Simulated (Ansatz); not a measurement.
Take the following structure.

```yaml
crystal:
  lattice:
    - [2.51218, 0.00000, 0.00000]
    - [-1.25609, 2.17561, 0.00000]
    - [0.00000, 0.00000, 8.34316]
  atoms:
    - { symbol: B, position: [0.33333, 0.66667, 0.25000] }
    - { symbol: B, position: [0.66667, 0.33333, 0.75000] }
    - { symbol: N, position: [0.33333, 0.66667, 0.75000] }
    - { symbol: N, position: [0.66667, 0.33333, 0.25000] }
```

> Work out the structure from the coordinates.

This is BN. The lattice is primitive hexagonal and the space group P6_3/mmc (No. 194). It has 4 atoms to the cell (2 B, 2 N). The polyhedra are BN3 triangles; they share corners. Around each B lie three N in a trigonal planar arrangement at 1.45 Å. N is linked to three B in a trigonal planar arrangement at 1.45 Å. The bonds build BN layers parallel to (001).

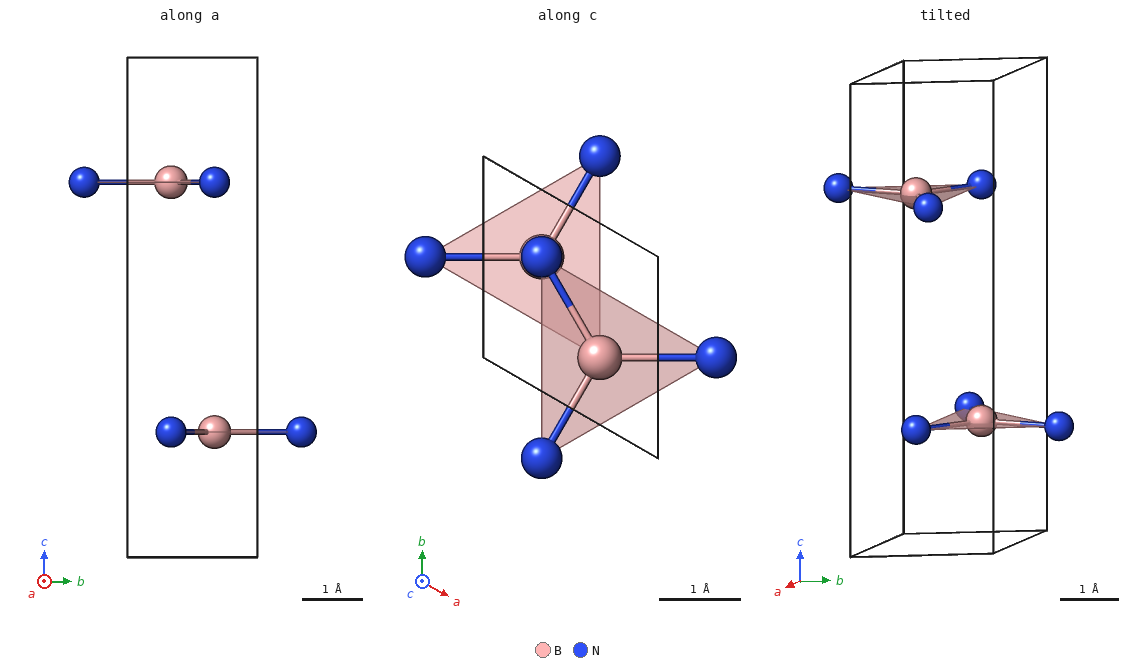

A polyhedral picture of a crystal structure, seen along the a axis, along the c axis and slightly off an axis. Lines trace the edges of the conventional unit cell. Some neighbours outside the box are added. Colours: boron pink, nitrogen blue.

Its origin is a structure listed in the Materials Project. Earlier steps of the study may have refined or changed the cell and positions. An electronic-structure calculation with Ansatz was run on it.
